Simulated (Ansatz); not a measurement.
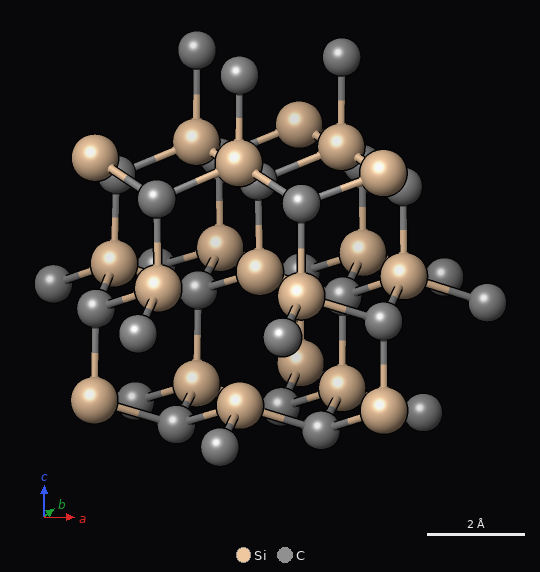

Starting structure of a defect cell of composition Si128C127 (cell charge −2). Style: ball-and-stick. Shown: the atoms within 5.0 Å of the atom that moves most (axes of the cell of the calculation (origin shifted)), slightly off an axis.

Computed with DFT, PBEsol, PAW, plane waves (Ansatz 0.2.0).

(plane-wave cutoff 420 eV; k-point mesh 1 × 1 × 1; mesh shifted by (0.25, 0.25, 0.25); no spin polarisation; atoms relaxed in a fixed cell; force threshold 0.03 eV/Å; at most 80 steps)

```xyz
255
Lattice="12.3123 0.0000 0.0000 0.0000 10.6627 0.0000 0.0000 0.0000 20.1519" Properties=species:S:1:pos:R:3 pbc="T T T"
Si    0.0109   10.6491    5.0140
Si   12.2970    0.0007   15.0871
Si    3.0779    0.0023    5.0057
Si    3.0448    0.0179   15.0852
Si    1.5491    2.6648    5.0403
Si    1.5531    2.6639   15.0798
Si   12.2970    5.3027    5.0248
Si   12.2925    5.3297   15.1111
Si    6.1360   10.6599    5.0595
Si    6.1220    0.0122   15.0837
Si    4.6328    2.6730    5.0538
Si    4.6135    2.6909   15.0982
Si    3.0722    5.3390    5.0148
Si    3.0712    5.3403   15.1419
Si    1.5563    7.9802    5.0482
Si    1.5163    8.0027   15.1028
Si    9.2167   10.6353    5.0250
Si    9.2185   10.6371   15.1073
Si    7.6796    2.6655    5.0283
Si    7.6994    2.6643   15.1400
Si    6.1542    5.3744    5.0532
Si    6.1401    5.3382   15.1540
Si    4.5970    7.9767    5.0254
Si    4.5858    7.9840   15.1037
Si   10.8003    2.6843    5.0275
Si   10.7808    2.7077   15.0964
Si    9.2035    5.3613    5.0280
Si    9.2257    5.3289   15.0690
Si    7.6989    8.0026    5.0720
Si    7.6698    8.0187   15.1154
Si   10.7946    7.9997    5.0192
Si   10.7772    7.9946   15.0902
Si   12.2815    1.7570    2.5512
Si    0.0254    1.7736   12.6039
Si    3.0708    1.7882    2.5240
Si    3.0980    1.7342   12.6028
Si    1.5016    4.4227    2.5026
Si    1.5523    4.4585   12.6069
Si    0.0280    7.0929    2.5308
Si    0.0108    7.0984   12.5857
Si    6.1419    1.7696    2.5154
Si    6.1897    1.7780   12.6105
Si    4.6265    4.4291    2.5078
Si    4.6426    4.4280   12.6103
Si    3.1197    7.1463    2.4939
Si    3.0499    7.0918   12.6325
Si    1.5273    9.7687    2.5265
Si    1.5408    9.7780   12.5703
Si    9.2651    1.7822    2.5356
Si    9.2359    1.7959   12.6164
Si    7.6808    4.4472    2.5288
Si    7.6869    4.4512   12.5633
Si    6.1744    7.1345    2.5468
Si    6.1520    7.1224   12.5762
Si    4.6452    9.7799    2.5142
Si    4.6572    9.7842   12.5798
Si   10.7563    4.4386    2.5276
Si   10.7584    4.4110   12.5969
Si    9.2459    7.0781    2.5499
Si    9.2227    7.1208   12.6093
Si    7.6816    9.7401    2.5418
Si    7.6984    9.7847   12.6017
Si   10.8096    9.7819    2.5048
Si   10.7701    9.7852   12.5849
Si    1.5408    0.9116    7.5484
Si    1.5390    0.8681   17.6366
Si    0.0137    3.5559    7.5884
Si   12.2993    3.5436   17.6015
Si    4.6105    0.8761    7.5633
Si    4.6023    0.8801   17.6619
Si    3.0666    3.5863    7.5537
Si    3.1081    3.5553   17.6273
Si    1.5535    6.2245    7.5417
Si    1.5487    6.2161   17.6444
Si   12.2491    8.8927    7.5677
Si   12.2973    8.8746   17.6516
Si    7.7115    0.8788    7.5626
Si    7.6807    0.9143   17.6400
Si    6.1293    3.5297    7.5400
Si    6.1646    3.5560   17.6174
Si    4.6126    6.1942    7.5295
Si    4.6484    6.2466   17.6068
Si    3.0917    8.9186    7.5191
Si    3.0615    8.8867   17.6364
Si   10.7915    0.8657    7.5407
Si   10.8082    0.8974   17.6038
Si    9.2383    3.5416    7.5400
Si    9.2443    3.5584   17.6538
Si    7.6883    6.2279    7.5369
Si    7.6843    6.2243   17.6178
Si    6.1379    8.8686    7.5725
Si    6.1343    8.8898   17.6836
Si   10.7950    6.2001    7.5380
Si   10.7553    6.2257   17.6186
Si    9.2001    8.9215    7.5182
Si    9.2185    8.8992   17.6217
Si   12.3094    0.0175   10.0685
Si   12.3040   10.6228   20.1390
Si    3.0772    0.0029   10.0741
Si    3.0617    0.0015    0.0031
Si    1.5725    2.6620   10.0916
Si    1.5264    2.6722   20.1349
Si   12.2951    5.3073   10.0902
Si   12.2792    5.3326   20.1490
Si    6.1650   10.6407   10.0791
Si    6.1470    0.0189   20.1295
Si    4.5917    2.6564   10.0543
Si    4.6048    2.6557   20.1311
Si    3.0601    5.3197   10.0469
Si    3.0850    5.3673    0.0047
Si    1.5451    7.9907   10.0738
Si    1.5516    7.9694    0.0165
Si    9.2375   10.6379   10.0361
Si    9.2141   10.6442   20.1349
Si    7.6968    2.6533   10.0819
Si    7.7042    2.7008    0.0040
Si    6.1708    5.3046   10.0647
Si    6.1846    5.3233    0.0261
Si    4.5988    7.9530   10.0345
Si    4.6137    7.9901   20.1423
Si   10.7854    2.6460   10.0600
Si   10.7552    2.6559   20.1514
Si    9.2359    5.3364   10.0776
Si    9.1931    5.3390    0.0041
Si    7.7008    7.9785   10.0537
Si    7.6702    7.9956   20.1306
Si   10.7521    7.9585   10.0776
Si   10.7616    7.9931    0.0332
C    12.2941    0.0224    1.8685
C     0.0089    0.0198   11.9832
C     3.0987    0.0222    1.8581
C     3.0803    0.0210   11.9817
C     1.5212    2.6371    1.8567
C     1.5654    2.6951   11.9647
C    12.3009    5.3480    1.8796
C     0.0057    5.3338   11.9616
C     6.1489    0.0204    1.9089
C     6.1687   10.6506   11.9899
C     4.6014    2.6282    1.8608
C     4.6438    2.6575   11.9477
C     3.0796    5.3465    1.9354
C     3.0818    5.3781   11.9693
C     1.5337    8.0124    1.8943
C     1.5312    8.0190   11.9898
C     9.2242    0.0289    1.8899
C     9.2250    0.0044   12.0080
C     7.6967    2.6758    1.8897
C     7.7256    2.6487   11.9970
C     6.1656    5.3383    1.9098
C     4.6269    8.0340    1.8680
C     4.6284    7.9986   11.9879
C    10.7804    2.7098    1.9252
C    10.7895    2.6593   11.9638
C     9.2345    5.3603    1.8733
C     9.2266    5.3356   11.9545
C     7.6978    7.9876    1.8843
C     7.6976    8.0291   11.9783
C    10.7672    7.9811    1.8859
C    10.7941    7.9941   11.9716
C     0.0076   10.6608    6.9284
C    12.2841   10.6484   16.9796
C     3.0907    0.0395    6.8988
C     3.0634   10.6562   16.9701
C     1.5634    2.6564    6.9548
C     1.5115    2.6288   17.0539
C    12.2934    5.3258    6.9530
C     0.0074    5.3077   17.0143
C     6.1130    0.0210    6.9227
C     6.1730    0.0175   16.9920
C     4.5781    2.6634    6.9083
C     4.5984    2.6691   16.9995
C     3.0903    5.3378    6.9297
C     3.0733    5.3338   16.9827
C     1.5233    8.0228    6.9063
C     1.5998    7.9687   17.0121
C     9.2442    0.0194    6.9315
C     9.2062   10.6520   17.0132
C     7.7243    2.6784    6.9264
C     7.7050    2.6676   17.0219
C     6.1628    5.3717    6.9208
C     6.1544    5.3378   17.0005
C     4.6405    8.0212    6.9165
C     4.5951    8.0121   17.0262
C    10.7683    2.6447    6.9363
C    10.8093    2.6637   17.0028
C     9.2137    5.3236    6.9357
C     9.2409    5.3197   16.9723
C     7.7271    7.9878    6.9082
C     7.6843    7.9948   17.0063
C    10.7967    7.9587    6.9271
C    10.7736    8.0016   16.9749
C    12.2613    1.7854    4.4282
C     0.0309    1.8063   14.4793
C     3.0405    1.7889    4.3948
C     3.1025    1.7753   14.5027
C     1.5257    4.4620    4.3894
C     1.5604    4.4287   14.5214
C    12.3076    7.0936    4.4430
C    12.2935    7.1258   14.5154
C     6.1695    1.8103    4.4227
C     6.1338    1.7707   14.4826
C     4.6027    4.4054    4.3968
C     4.6135    4.4165   14.4892
C     3.0785    7.1006    4.4388
C     3.1038    7.0924   14.5017
C     1.5333    9.7783    4.3978
C     1.5203    9.7876   14.4905
C     9.2586    1.7750    4.4046
C     9.2281    1.7793   14.5165
C     7.6966    4.4221    4.3771
C     7.6871    4.4683   14.5108
C     6.1922    7.1220    4.4329
C     6.1128    7.1166   14.4854
C     4.5994    9.7522    4.4326
C     4.6301    9.7719   14.4915
C    10.8015    4.4256    4.3910
C    10.7908    4.4825   14.4953
C     9.2122    7.0831    4.4390
C     9.2124    7.1159   14.4910
C     7.6779    9.7540    4.4364
C     7.6934    9.7579   14.4744
C    10.7974    9.7558    4.4238
C    10.8068    9.7379   14.4922
C     1.5479    0.9155    9.4297
C     1.5530    0.8784   19.5326
C    12.2847    3.5405    9.4284
C    12.2859    3.5640   19.5036
C     4.6162    0.8798    9.4789
C     4.6288    0.8665   19.4831
C     3.0510    3.5613    9.4600
C     3.0661    3.5614   19.5537
C     1.5341    6.1969    9.4683
C     1.5231    6.2049   19.5108
C     0.0130    8.9044    9.4490
C    12.2853    8.8903   19.5548
C     7.6801    0.8909    9.4558
C     7.7195    0.9022   19.5183
C     6.1738    3.5432    9.4813
C     6.1454    3.5656   19.5219
C     4.5903    6.2321    9.4513
C     4.6467    6.2273   19.5613
C     3.0627    8.9106    9.4436
C     3.0763    8.8883   19.5082
C    10.7639    0.8858    9.4547
C    10.7655    0.8727   19.5256
C     9.2374    3.5768    9.4522
C     9.2161    3.5311   19.5880
C     7.6825    6.2059    9.4573
C     7.6916    6.2523   19.5204
C     6.1677    8.9161    9.4444
C     6.1582    8.9081   19.5308
C    10.7636    6.2052    9.4653
C    10.7592    6.2101   19.5608
C     9.2127    8.8736    9.4536
C     9.2473    8.8828   19.5203
```

What does the optimiser find from here?

After 12 geometry steps the energy has fallen by 4.456 eV per cell of the calculation. Largest force component: 1.7 eV/Å at the start, 0.013 eV/Å at the end. The largest move is that of Si54, 0.32 Å roughly along [−2 −3 −1]. Largest moves by element: Si 0.32 Å, C 0.15 Å. The cell stays as it was. Among the contacts that change: Si44–Si54 3.089 → 2.497 Å, Si54–Si117 3.100 → 2.734 Å, Si44–C140 1.890 → 2.021 Å, Si117–C238 1.856 → 1.967 Å. New bonds form: Si44–Si54 (3.09 → 2.50 Å). Among the angles between lasting bonds that change: C157–Si54–C213 109.6° → 97.6°, Si46–C151–Si54 110.1° → 101.1°, Si30–C213–Si54 108.2° → 116.8°.

The end point in the same view:

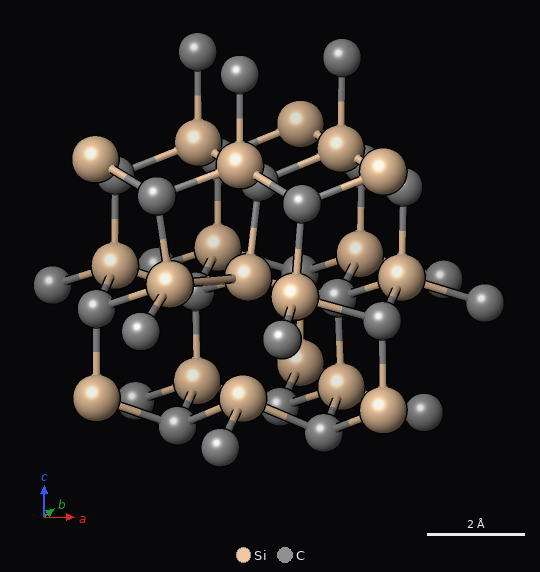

Limits of the set-up: the cell is charged, on a uniform background, and energies carry no finite-size correction.
